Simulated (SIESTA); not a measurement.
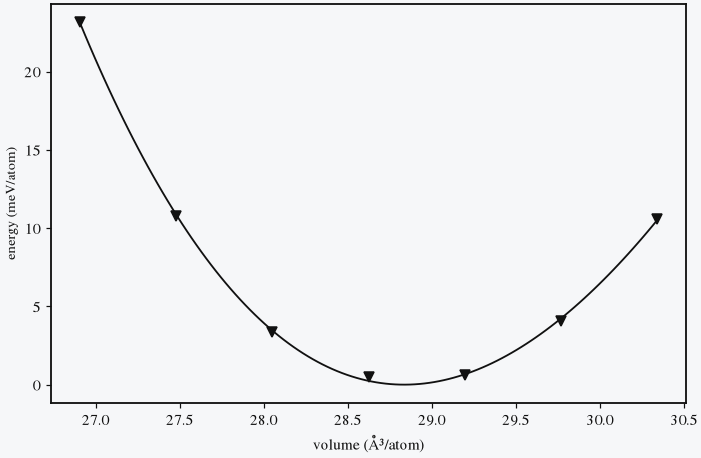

Calculation (SIESTA 5.4.2): DFT in numerical atomic orbitals with pseudopotentials, no spin polarisation; energies at scaled volumes of the given cell, shape and fractions fixed, counted from the fit's minimum, third-order Birch-Murnaghan fit. Level: PBE with D3(BJ).

k mesh 8×8×8; occupations Fermi–Dirac; smearing width 0.05 eV; potentials PseudoDojo 0.4 standard, converted to PSML, two zetas on semicore shells; program settings basis DZP, mesh cutoff 800 Ry.

Cell as given: a = 4.326 Å, b = 4.326 Å, c = 4.326 Å, α = 60.00°, β = 60.00°, γ = 60.00°; 2 atoms.

Caption: Energy against volume for GaSb, space group F-43m (No. 216).

A third-order Birch–Murnaghan fit gives V0 = 28.84 Å³/atom, B0 = 48.5 GPa and B′ = 6.3. The energy is 23.15 meV/atom at volume 26.91 Å³/atom and 10.60 meV/atom at 30.34 Å³/atom; the lowest computed point is at volume 28.62 Å³/atom (0.46 meV/atom).

Note: mulliken charges of long orbitals.
